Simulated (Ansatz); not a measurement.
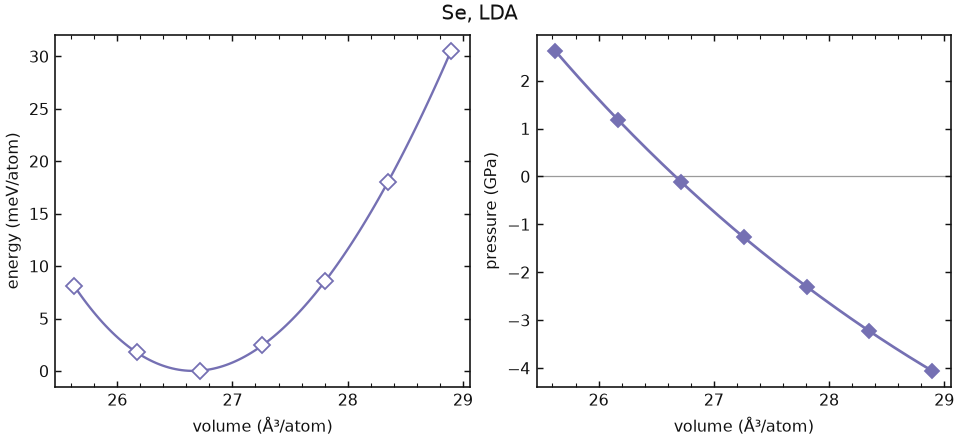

Caption: Energy and pressure against volume for Se, space group P3_121 (No. 152).

A third-order Birch–Murnaghan fit gives V0 = 26.66 Å³/atom, B0 = 60.3 GPa and B′ = 4.4. The energy is 8.13 meV/atom at volume 25.63 Å³/atom and 30.51 meV/atom at 28.90 Å³/atom; the lowest computed point is at volume 26.72 Å³/atom (0.02 meV/atom), and no other minimum shows. The pressure falls from 2.62 GPa at volume 25.63 Å³/atom to −4.06 GPa at 28.90 Å³/atom, and changes sign near 26.67 Å³/atom.

Calculation (Ansatz 0.2.0): all-electron LAPW DFT, no spin polarisation; energies at scaled volumes of the given cell, shape and fractions fixed, counted from the fit's minimum, third-order Birch-Murnaghan fit. Level: LDA.

- k mesh: 7×7×6
- occupations: Fermi–Dirac
- smearing width: 0.05 eV
- potentials: all electron LAPW, scalar relativistic
- program settings: basis error eV/atom 0.002

Cell as given: a = 4.366 Å, b = 4.366 Å, c = 4.954 Å, α = 90.00°, β = 90.00°, γ = 120.00°; 3 atoms.

Caveats: shape and atomic fractions are frozen while scaling, which makes layered, chain and framework solids too stiff.
